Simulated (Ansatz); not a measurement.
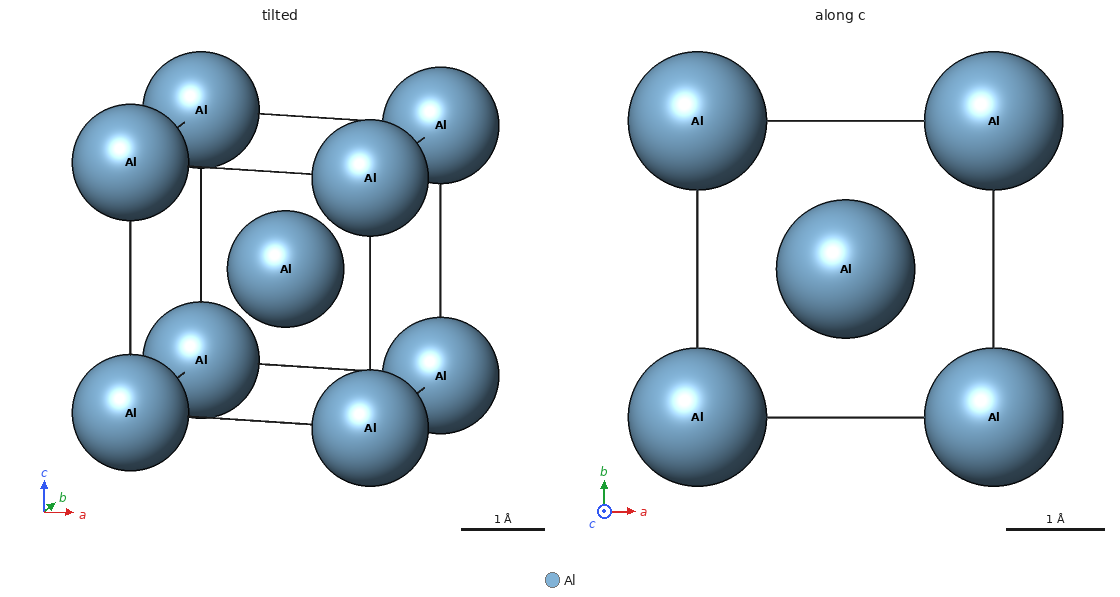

The crystal in a spheres-only representation, seen slightly off an axis and along the c axis. The edges of the drawn cell (a repeat of the simulation cell) are marked. Cell: a = 3.023 Å, b = 3.023 Å, c = 3.103 Å, α = 90.00°, β = 90.00°, γ = 90.00°.

Describe the crystal.

The element is aluminium. Strictly the space group is I4/mmm (No. 139, within 0.01 Å). It is a distorted form of a body-centred cubic structure, space group Im-3m (No. 229) within 0.25 Å: body-centred cubic (W type). The cell holds two atoms. Al is coordinated by eight Al in a cubic arrangement at about 2.6 Å.

The cell started as a structure listed in the Materials Project. The cell was then strained or its atoms displaced on purpose. It went into a calculation with Ansatz.

At this level of theory the cell isn't at rest (compressed, at 15 GPa), so its distances can differ from those at equilibrium, the more so the softer the solid.
